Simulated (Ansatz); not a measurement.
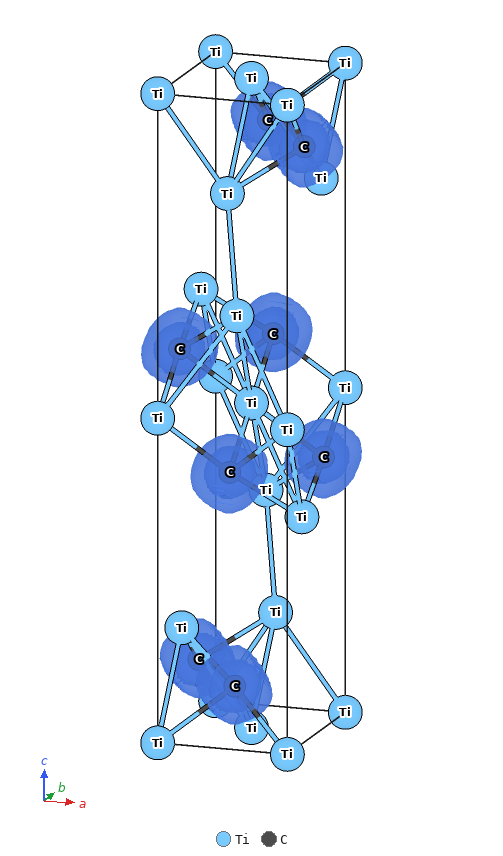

The picture shows: Ti3C2. Isosurface of the ELF at 0.75 (blue), seen slightly off an axis. Only the valence region is drawn (cores and ρ < 0.01 e/Å³ removed). Sticks mark near contacts.

Space group C2/c; a structure from a database of computed crystals, not necessarily the ambient phase; computed without spin polarisation.

These are results of Ansatz 0.2.0, DFT PBEsol, scalar-relativistic, plane waves, PAW, not measurements.

Core electrons are frozen (PAW), and the valence fields are smoothed inside the atomic spheres.

```xyz
20
Lattice="-3.0421 0.0000 0.0000 0.0000 -5.2691 0.0000 0.5994 0.0000 14.9846" Properties=species:S:1:pos:R:3 pbc="T T T"
Ti   -2.4249   -3.5128   12.6408
Ti   -0.9039   -0.8783   12.6408
Ti   -1.2036   -4.3908    5.1484
Ti   -2.7246   -1.7562    5.1484
Ti   -1.5388   -4.3908    2.3439
Ti   -0.0178   -1.7562    2.3439
Ti    0.2819   -3.5128    9.8362
Ti   -1.2391   -0.8783    9.8362
Ti   -1.5210   -2.6345    0.0000
Ti    0.0000    0.0000    0.0000
Ti   -1.2214   -2.6345    7.4923
Ti    0.2997    0.0000    7.4923
C    -0.9139   -4.3905   13.7005
C    -2.4350   -1.7560   13.7005
C    -2.7347   -3.5131    6.2081
C    -1.2136   -0.8786    6.2081
C    -1.2291   -4.3905    8.7765
C     0.2920   -1.7560    8.7765
C    -0.0077   -3.5131    1.2842
C    -1.5288   -0.8786    1.2842
```

**Identify the bonds, lone pairs and shells in this picture.**

At this value the surface marks out eight regions wrapped around C (the valence shell of each), counted in one cell of 20 atoms. Any copies at cell faces, edges or corners count once. Along the contacts the grid gives the following. Ti–C (2.04 Å): the ELF peaks at about 0.75 in the valence shell of C, 0.7 Å from its nucleus, and is about 0.30 at the midpoint. Ti–Ti (2.82 Å): the ELF is about 0.10 at the midpoint: no localised pair shows between them.

**Does the calculation make it a metal, or give it a gap?**

It is gapless in this calculation (a metal or semimetal).
